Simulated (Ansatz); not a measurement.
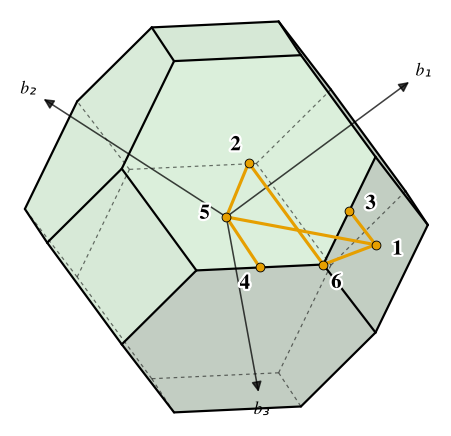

The first Brillouin zone of a face-centred cubic lattice (cF; extended symbol cF2) is drawn with its special points numbered. Crystal: Al₂Au, coordinates from a relaxation with DFT PBE, scalar-relativistic, plane waves, PAW in Ansatz 0.2.0. The drawing is computed from the coordinates (standard cell, symmetry found to 0.002 Å).

a = 6.062 Å, b = 6.062 Å, c = 6.062 Å, α = 90.00°, β = 90.00°, γ = 90.00°.

Labels and path follow the convention of Hinuma et al. (2017), as computed by seekpath; the arrows show the directions of the reciprocal primitive vectors b₁, b₂, b₃, in which coordinates are given.

**Give the label and coordinates of each numbered point.**

```tsv
no.	label	coordinates
1	X	(1/2, 0, 1/2)
2	L	(1/2, 1/2, 1/2)
3	U	(5/8, 1/4, 5/8)
4	K	(3/8, 3/8, 3/4)
5	Γ	(0, 0, 0)
6	W	(1/2, 1/4, 3/4)
```
